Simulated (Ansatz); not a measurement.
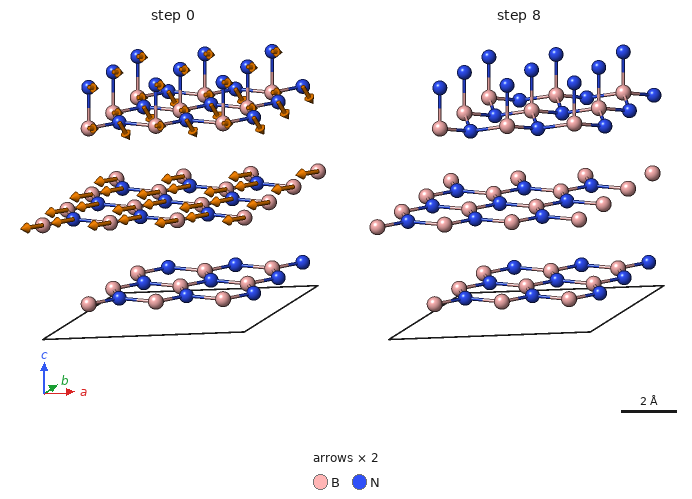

The structure of a slab of composition B3N4 (cut from the Fmm2 phase) before (left) and after (right) a constrained relaxation, at one scale. The orange arrows give the displacements, 2 times their true length.

The picture is a ball-and-stick view of the 3 × 3 repeat of the cell, outlined in the plane, without the vacuum, seen slightly off an axis.

Case: N put at a top B site. The slab is the (0 1 0) face of BN with N on it. 2 atoms are held fixed.

Theory: DFT PBE+D3(BJ), scalar-relativistic, plane waves, PAW (Ansatz 0.2.0).

Input file:
```yaml
crystal:
  lattice:
    - [2.5051851808, 0.0, 0.0]
    - [1.2500915904, 2.17099604, 0.0]
    - [0.0, 0.0, 25.6789643053]
  atoms:
    - { symbol: B, position: [0.4998931263, 0.4998931263, 0.3310102346] }
    - { symbol: "N", position: [0.8334068837, 0.8334068837, 0.3310102346] }
    - { symbol: B, position: [0.9998931263, 0.9998931263, 0.4610576195] }
    - { symbol: "N", position: [0.3334068837, 0.3334068837, 0.4610576195] }
    - { symbol: B, position: [0.4998931263, 0.4998931263, 0.5911050043] }
    - { symbol: "N", position: [0.8334068837, 0.8334068837, 0.5911050043] }
    - { symbol: "N", position: [0.4998931263, 0.4998931263, 0.651855118], spin: 3.0 }
basis:
  ecutwfc: 420
kpoints:
  mp_grid: { grid: [12, 12, 1] }
hamiltonian:
  xc: pbe
  dispersion: d3bj
scf:
  occupations: { method: gaussian, width: 0.05 }
output:
  forces: true
  eigenvalues: true
  populations: true
magnetization:
  spin_polarized: true
relax:
  adjacent_minimum: "off"
  f_tol: 0.03
  max_steps: 70
  constraints: [{ sites: [0, 1] }]
efield:
  axis: 3
  dipole_correction: true
  ramp_width: 0.04
```

Run as
```bash
ansatz run input.yaml --threads 1 --pin off --max-ram 2560MiB --backend cpu --events-out ev --progress --plain --runs-dir out
```

Question: What changed between the two?

Answer: The energy falls by 0.777 eV per cell of the calculation in 8 geometry steps. The largest force component goes from 4.7 to 0.019 eV/Å. The largest moves, 0.54 Å, are those of B3 and N4. N4 goes within the plane. By element the largest moves are N 0.54 Å, B 0.54 Å. The cell stays as it was. Near-neighbour distances that change, for instance: B5–N6 1.447 → 1.483 Å, B5–N7 1.560 → 1.546 Å. Among the angles between lasting bonds that change: N6–B5–N7 90.0° → 102.6°, N6–B5–N6 120.1° → 115.4°, B5–N6–B5 120.1° → 115.4°. The program noted that the starting moments weren't kept. Cost: 7.2 min on 1 thread of Arm Neoverse V2, with other jobs on the host, peak memory 0.51 GiB.

Limits of the set-up: the periodic images lie only 2.5 Å apart, so the values are limited by the cell's size.
